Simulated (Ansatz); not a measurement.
## Cu: geometry relaxation (part 1 of 2)

Cu (1 atom in the cell), computed with DFT with PBE, PAW plane waves, no spin polarisation (Ansatz 0.2.0).

The structure derives from an entry of the Crystallography Open Database. It belongs to a series of runs on one base structure; here: semilocal partner. Figures and captions count atoms from 1; the log counts them from 0 in places.

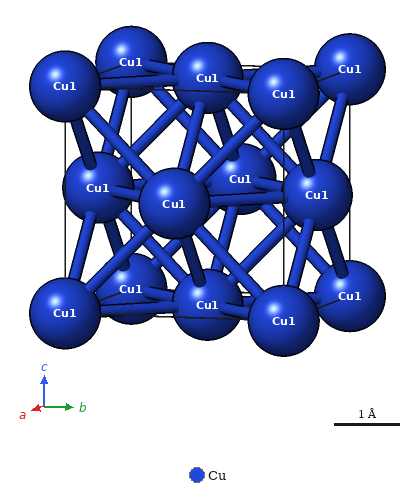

Fig. 1: The starting structure (ball-and-stick view of the cell 4 times as large as that of the calculation, set on its symmetry axes, seen slightly off an axis; atoms are numbered from 1 in the order of the input). Near neighbours in the crystal (not all of them lie inside the picture): Cu has 12 Cu at 2.52 Å.

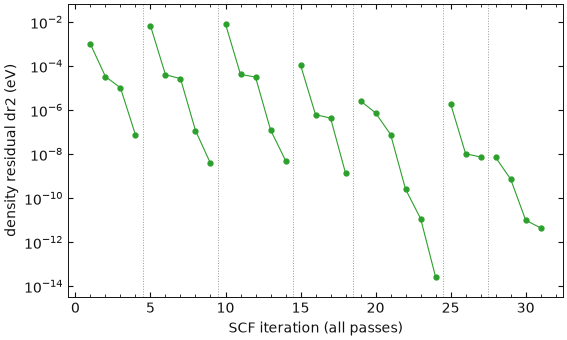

Fig. 2: Convergence of the self-consistent field: density residual dr2 against the SCF iteration. The dotted lines part the SCF passes of the relaxation: geometry steps, rejected trials and re-solves on a re-selected basis. The 7 passes take 3 to 6 iterations each, 31 in all.

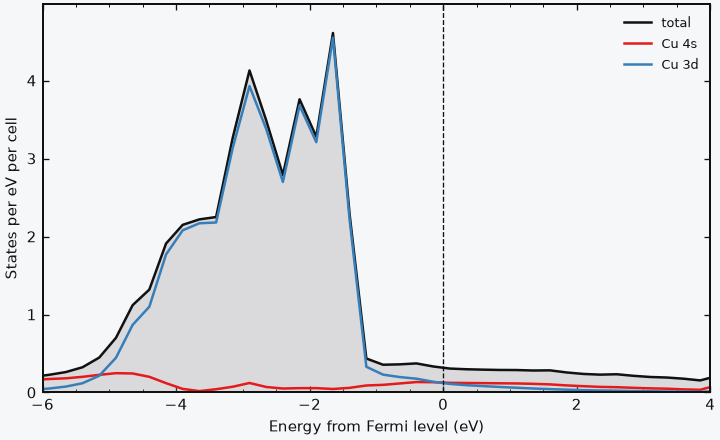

Fig. 3: Density of states (projected on Löwdin-orthogonalised atomic shells), with energies from the Fermi level. There are states at the Fermi level: a metal at this level of theory.

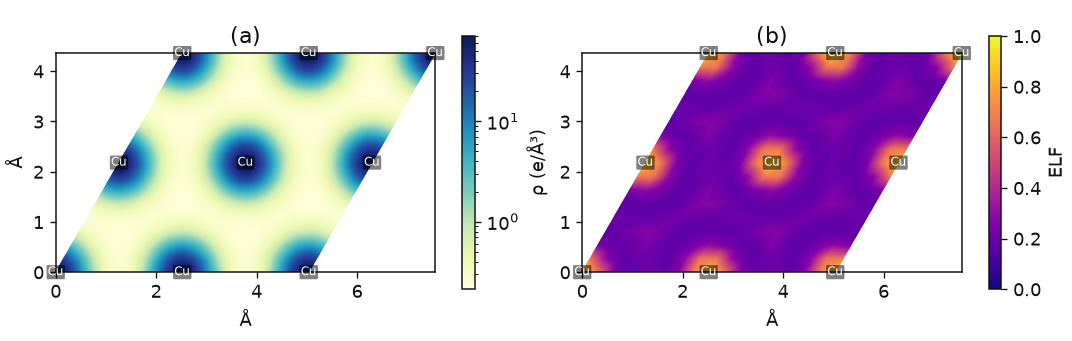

Fig. 4: (a) valence pseudo-density; (b) electron localisation function on the plane of lattice vectors 2 and 3 of the input at fractional height 0.000 along vector 1, 2 × 2 cells, interpolated from points about 0.3 Å apart. The plane passes within 0.2 Å of Cu sites. The density in this plane falls to 0.22 e/Å³ at its lowest. The fields are smooth PAW fields, not the true ones close to the nuclei.

The input and output of the run follow.

Input file:
```yaml
crystal:
  lattice:
    - [0.0, 1.781082, 1.781082]
    - [1.781082, 0.0, 1.781082]
    - [1.781082, 1.781082, 0.0]
  atoms:
    - { symbol: Cu, position: [0.0, 0.0, 0.0] }
  symmetry: { tolerance: 0.0003 }
kpoints:
  mp_grid: { grid: [12, 12, 12], shift: [0, 0, 0] }
magnetization:
  spin_polarized: false
scf:
  occupations: { method: cold, width: 0.0584 }
  lower_state_search: "off"
hamiltonian:
  pseudopotentials: { kind: paw }
  xc: pbe
basis:
  ecutwfc: 420
  fft_grid_basis: typed
relax:
  max_steps: 60
  cell: { p_target: 0.0 }
  f_tol: 0.03
output:
  forces: true
  stress: true
  eigenvalues: true
  bader: true
  populations: true
  elf: true
  write_potential: true
  volumetric_format: npy
  dos:
    e_range: [-12, 8]
    de: 0.05
    projected: { site_lists: { Cu: [Cu] } }
checkpoint:
  read: saved_state
```

Run as:
```bash
ansatz run input.yaml --threads 2 --pin off --max-ram 2560MiB --backend cpu --events-out ev --progress --plain --runs-dir out
```

Output:
```
Warning: checkpoint.read: basis.xc_grid differs: saved 1, current 2 (points along each axis for each point of the dense box; where the key is left out runs that use forces, runs that use the stress, dielectric runs by a finite field, finite-displacement phonons, runs of phonons.displacement_patterns under a GGA or a meta-GGA, phonons by method: dfpt, dielectric runs by the response, runs on support functions, runs on PAW files under a meta-GGA or a hybrid on one, runs at kind: all_electron or under a hybrid on a GGA, runs under a text's formulas of a gradient, and runs on PAW files that evaluate rPW86 or Becke's exchange or LYP's correlation can take a finer level, which can go by the root key accuracy; a number is taken as typed: the saved number, typed, holds this deck to the state's level, where the deck is accepted there); the SCF iterates at this deck's level from the saved density; a trajectory continued from that state goes on on another energy surface; basis.xc_grid: 1, typed and accepted, keeps it on the saved one
Engine: ansatz 0.2.0, aarch64-unknown-linux-gnu
Pseudopotentials: kind: paw
Pseudopotential: Cu, paw, valence charge 19, recommended cutoff 420 eV (normal), Cu.paw.azcp
Functional definition: PBE
  parameter kappa = 0.804
  parameter beta = 0.06672455060314922
  exchange = pbe_x(kappa = kappa, mu = beta*pi^2/3)
  correlation = pbe_c(beta = beta)
Crystal: 1 atoms, lattice volume = 11.300 Å³
Basis set: ecut = 420 eV, 229 PW (Γ), exchange–correlation on 36×36×36 points (8 copies of the dense FFT grid, shifted against one another)
Bands: 14, of which v1, the nominal top of the filled ones, is band 10 counted from 1 (9 counted from 0)
Symmetry: 48 space group operations
Space group: Fm-3m (ITA 225), of the structure as read, at distance tolerance 6.7e-4 Å
k-points: 72 of 1728
Non-local potential: Cu, projectors of the file, l = 0: 3, l = 1: 2, l = 2: 3, l = 3: 1
PAW form: soft (Blöchl's): semilocal exchange-correlation on the pseudo side does not see the compensation charge
PAW one-centre angular grid: Cu, 590 points (default); XC on 64 Gauss nodes
Initial density: read from a saved state, or passed on in memory by an earlier SCF of this step, an earlier step, the calling program or the single point that the run made first
Initial wavefunctions: pseudopotential atomic-orbital guess
Functional: x = pbe(κ = 0.804, μ = 0.2195149727645171), c = pbe(β = 0.06672455060314922)
iter 1 solved again at ethr=5.20e-6 eV; its pass at ethr=3.10e-3 eV (dr2=9.88e-4 eV) is discarded
SCF iter   1: F=—  HF=-6625.153864 eV  |F-HF|=—  |Δ(HF+E_count)|=         —  Δρ=3.54e-3  dr2=9.86e-4  ethr=5.20e-6  ⟨swp⟩=1.6  Hψ=6730  notcnv=0
preconditioner: auto → none  [insulator: Δε(μ)=0.161 eV  Ē_g=17.540 eV  σ=0.058 eV  W_gap=0.64  n_scr=0 (ndim 8)  ℏωp=36.6 eV  f_vac=0.000  D(μ)=0.30/eV (n_scr^D=0)  ε∞_Penn≈5.4]
SCF iter   2: F=—  HF=-6625.153691 eV  |F-HF|=—  |Δ(HF+E_count)|=   1.73e-4  S|Δr|=    0.00e0  Δρ=6.69e-4  dr2=3.35e-5  ethr=5.19e-6  ⟨swp⟩=2.1  Hψ=1356  notcnv=0
SCF iter   3: F=—  HF=-6625.153684 eV  |F-HF|=—  |Δ(HF+E_count)|=   7.72e-6  S|Δr|=    0.00e0  Δρ=3.38e-4  dr2=1.03e-5  ethr=1.76e-7  ⟨swp⟩=2.8  Hψ=1629  notcnv=0
SCF iter   4: F=-6625.153684 eV  HF=-6625.153684 eV  |F-HF|=3.63e-8  |Δ(HF+E_count)|=   6.51e-8  S|Δr|=    0.00e0  Δρ=3.84e-5  dr2=7.61e-8  ethr=5.26e-10  ⟨swp⟩=6.0  Hψ=5587  notcnv=0
SCF 1 converged in 4 iterations: F = -6625.153684 eV  dr2 = 7.61e-8
  greatest PAW one-centre occupation: 1.000 electrons in one spin orbital (limit 2), on the Cu atom at site 0 (counted from 0), in its partial waves of l = 0
relax step   1: F+E_penalty+E_count = -6625.15368361 eV  Δ(F+E_penalty+E_count) = +0.000e0 eV  max|allowed force component| = 0.000e0 eV/Å  Δτ_max = 0.0000 Å  P = +9.048 GPa  Ω = 11.300 Å³  (4 SCF iters, dr2 threshold 1.00e-7 eV, accepted)
Crystal: 1 atoms, lattice volume = 11.596 Å³
Basis set: ecut = 420 eV, 259 PW (Γ), exchange–correlation on 36×36×36 points (8 copies of the dense FFT grid, shifted against one another)
Initial density: handed on by an earlier stage of this run
Initial wavefunctions: those handed on with the density
iter 1 solved again at ethr=3.53e-5 eV; its pass at ethr=3.10e-3 eV (dr2=6.70e-3 eV) is discarded
SCF iter   1: F=—  HF=-6625.167392 eV  |F-HF|=—  |Δ(HF+E_count)|=         —  Δρ=9.56e-3  dr2=6.79e-3  ethr=3.53e-5  ⟨swp⟩=1.0  Hψ=6720  notcnv=0
preconditioner: auto → none  [insulator: Δε(μ)=0.060 eV  Ē_g=17.304 eV  σ=0.058 eV  W_gap=0.65  n_scr=0 (ndim 8)  ℏωp=36.2 eV  f_vac=0.000  D(μ)=0.34/eV (n_scr^D=0)  ε∞_Penn≈5.4]
SCF iter   2: F=—  HF=-6625.165956 eV  |F-HF|=—  |Δ(HF+E_count)|=   1.44e-3  S|Δr|=    0.00e0  Δρ=7.69e-4  dr2=4.06e-5  ethr=3.53e-5  ⟨swp⟩=2.7  Hψ=1616  notcnv=0
SCF iter   3: F=—  HF=-6625.165894 eV  |F-HF|=—  |Δ(HF+E_count)|=   6.20e-5  S|Δr|=    0.00e0  Δρ=5.24e-4  dr2=2.69e-5  ethr=2.14e-7  ⟨swp⟩=2.5  Hψ=1629  notcnv=0
SCF iter   4: F=—  HF=-6625.165885 eV  |F-HF|=—  |Δ(HF+E_count)|=   8.49e-6  S|Δr|=    0.00e0  Δρ=5.96e-5  dr2=1.18e-7  ethr=1.42e-7  ⟨swp⟩=2.5  Hψ=1385  notcnv=0
SCF iter   5: F=-6625.165886 eV  HF=-6625.165886 eV  |F-HF|=3.83e-9  |Δ(HF+E_count)|=   3.97e-7  S|Δr|=    0.00e0  Δρ=9.20e-6  dr2=3.82e-9  ethr=5.26e-10  ⟨swp⟩=8.4  Hψ=6739  notcnv=0
SCF 2 converged in 5 iterations: F = -6625.165886 eV  dr2 = 3.82e-9
relax step   2: F+E_penalty+E_count = -6625.16588588 eV  Δ(F+E_penalty+E_count) = -1.220e-2 eV  max|allowed force component| = 0.000e0 eV/Å  Δτ_max = 0.0000 Å  P = +4.537 GPa  Ω = 11.596 Å³  energy of the carried Pulay correction = -2.552e-4 eV  (5 SCF iters, dr2 threshold 1.00e-7 eV, accepted)
Crystal: 1 atoms, lattice volume = 11.910 Å³
iter 1 solved again at ethr=4.20e-5 eV; its pass at ethr=3.10e-3 eV (dr2=7.98e-3 eV) is discarded
SCF iter   1: F=—  HF=-6625.172114 eV  |F-HF|=—  |Δ(HF+E_count)|=         —  Δρ=1.03e-2  dr2=8.08e-3  ethr=4.20e-5  ⟨swp⟩=1.0  Hψ=6699  notcnv=0
preconditioner: auto → none  [metal: Δε(μ)=0.140 eV  Ē_g=17.025 eV  σ=0.058 eV  W_gap=0.45  n_scr=0 (ndim 8)  ℏωp=35.7 eV  f_vac=0.000  D(μ)=0.42/eV (n_scr^D=0)]
SCF iter   2: F=—  HF=-6625.170468 eV  |F-HF|=—  |Δ(HF+E_count)|=   1.65e-3  S|Δr|=    0.00e0  Δρ=7.92e-4  dr2=4.19e-5  ethr=4.20e-5  ⟨swp⟩=2.8  Hψ=1627  notcnv=0
SCF iter   3: F=—  HF=-6625.170403 eV  |F-HF|=—  |Δ(HF+E_count)|=   6.46e-5  S|Δr|=    0.00e0  Δρ=5.60e-4  dr2=3.17e-5  ethr=2.20e-7  ⟨swp⟩=2.4  Hψ=1674  notcnv=0
SCF iter   4: F=—  HF=-6625.170394 eV  |F-HF|=—  |Δ(HF+E_count)|=   9.54e-6  S|Δr|=    0.00e0  Δρ=5.92e-5  dr2=1.27e-7  ethr=1.67e-7  ⟨swp⟩=2.4  Hψ=1419  notcnv=0
SCF iter   5: F=-6625.170394 eV  HF=-6625.170394 eV  |F-HF|=5.53e-9  |Δ(HF+E_count)|=   3.67e-7  S|Δr|=    0.00e0  Δρ=9.79e-6  dr2=5.14e-9  ethr=5.26e-10  ⟨swp⟩=8.3  Hψ=6847  notcnv=0
SCF 3 converged in 5 iterations: F = -6625.170394 eV  dr2 = 5.14e-9
relax step   3: F+E_penalty+E_count = -6625.17039392 eV  Δ(F+E_penalty+E_count) = -4.508e-3 eV  max|allowed force component| = 0.000e0 eV/Å  Δτ_max = 0.0000 Å  P = +0.445 GPa  Ω = 11.910 Å³  energy of the carried Pulay correction = -5.186e-4 eV  (5 SCF iters, dr2 threshold 1.00e-7 eV, accepted)
Crystal: 1 atoms, lattice volume = 11.948 Å³
iter 1 solved again at ethr=5.89e-7 eV; its pass at ethr=3.10e-3 eV (dr2=1.12e-4 eV) is discarded
SCF iter   1: F=—  HF=-6625.170442 eV  |F-HF|=—  |Δ(HF+E_count)|=         —  Δρ=1.20e-3  dr2=1.11e-4  ethr=5.89e-7  ⟨swp⟩=2.2  Hψ=6315  notcnv=0
preconditioner: auto → none  [insulator: Δε(μ)=0.052 eV  Ē_g=16.900 eV  σ=0.058 eV  W_gap=0.60  n_scr=0 (ndim 8)  ℏωp=35.6 eV  f_vac=0.000  D(μ)=0.35/eV (n_scr^D=0)  ε∞_Penn≈5.4]
SCF iter   2: F=—  HF=-6625.170424 eV  |F-HF|=—  |Δ(HF+E_count)|=   1.79e-5  S|Δr|=    0.00e0  Δρ=9.15e-5  dr2=6.21e-7  ethr=5.83e-7  ⟨swp⟩=2.1  Hψ=1372  notcnv=0
SCF iter   3: F=—  HF=-6625.170415 eV  |F-HF|=—  |Δ(HF+E_count)|=   8.94e-6  S|Δr|=    0.00e0  Δρ=6.56e-5  dr2=4.35e-7  ethr=5.26e-10  ⟨swp⟩=8.3  Hψ=7041  notcnv=0
SCF iter   4: F=-6625.170415 eV  HF=-6625.170415 eV  |F-HF|=2.80e-9  |Δ(HF+E_count)|=   1.22e-7  S|Δr|=    0.00e0  Δρ=6.54e-6  dr2=1.36e-9  ethr=5.26e-10  ⟨swp⟩=5.2  Hψ=5496  notcnv=0
SCF 4 converged in 4 iterations: F = -6625.170415 eV  dr2 = 1.36e-9
```
